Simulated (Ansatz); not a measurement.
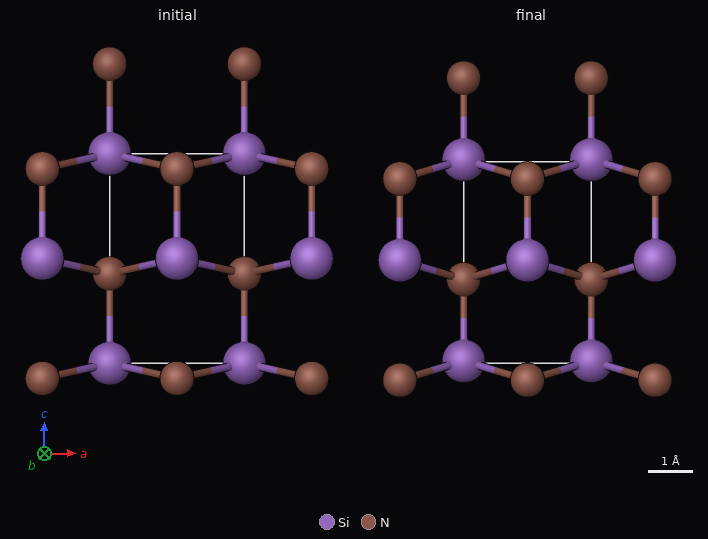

The structure of a crystal of SiN (a generated structure, set up in I4mm) (coarse preliminary run) before (left) and after (right) a relaxation, at one scale.

A ball-and-stick model of the conventional cell (2 times the calculation's cell), seen along the b axis. Lengths and directions refer to the drawn axes.

These are results of DFT PBE, scalar-relativistic, plane waves, PAW (Ansatz), not measurements.

The input:
```yaml
crystal:
  lattice:
    - [-1.54984864, 1.54984864, 2.4123589]
    - [1.54984864, -1.54984864, 2.4123589]
    - [1.54984864, 1.54984864, -2.4123589]
  atoms:
    - { symbol: Si, position: [0.0, 0.0, 0.0] }
    - { symbol: "N", position: [0.428, 0.428, 0.0] }
basis:
  ecutwfc: 420
kpoints:
  mp_grid: { grid: [8, 8, 8] }
hamiltonian:
  xc: pbe
scf:
  occupations: { method: gaussian, width: 0.1 }
  lower_state_search: "off"
output:
  forces: true
  stress: true
  eigenvalues: true
relax:
  adjacent_minimum: "off"
  f_tol: 0.04
  max_steps: 70
  cell: { stress_tol: 0.4 }
```

Command:
```bash
ansatz run input.yaml --threads 1 --pin off --max-ram 2048MiB --backend cpu --events-out ev --progress --plain --runs-dir out
```

Question: Summarise the run.

Answer: Over 4 accepted moves (5 points after the start) the energy falls by 0.304 eV per cell of the calculation. Largest force component: 0.95 eV/Å at the start, 0.0084 eV/Å at the end. The pressure goes from −21.27 to −0.23 GPa. At 1 point the geometry stayed and the basis and grid were re-selected for the new cell (energy shift of 3.9 meV per cell of the calculation at most each time). The largest moves relative to the cell, 0.053 Å, are those of Si1 and N2. Si1 goes along +c. By element the largest moves are Si 0.053 Å, N 0.053 Å. The drawn cell changes as follows: a = b 3.100 → 2.937 Å (−5.2 %), c 4.825 → 4.635 Å (−3.9 %); the volume changes by −13.7 %. Near-neighbour distances that change, for instance: Si1–N2 2.065 → 1.877 Å, Si1–N2 (another image) 2.219 → 2.123 Å. Among the angles between lasting bonds that change: Si1–N2–Si1 162.0° → 156.1°, N2–Si1–N2 162.0° → 156.1°, Si1–N2–Si1 99.0° → 102.0°. The space group stays I4mm (No. 107). Cost: 8.7 s on 1 thread of Arm Neoverse V2 (shared host), peak memory 0.28 GiB.
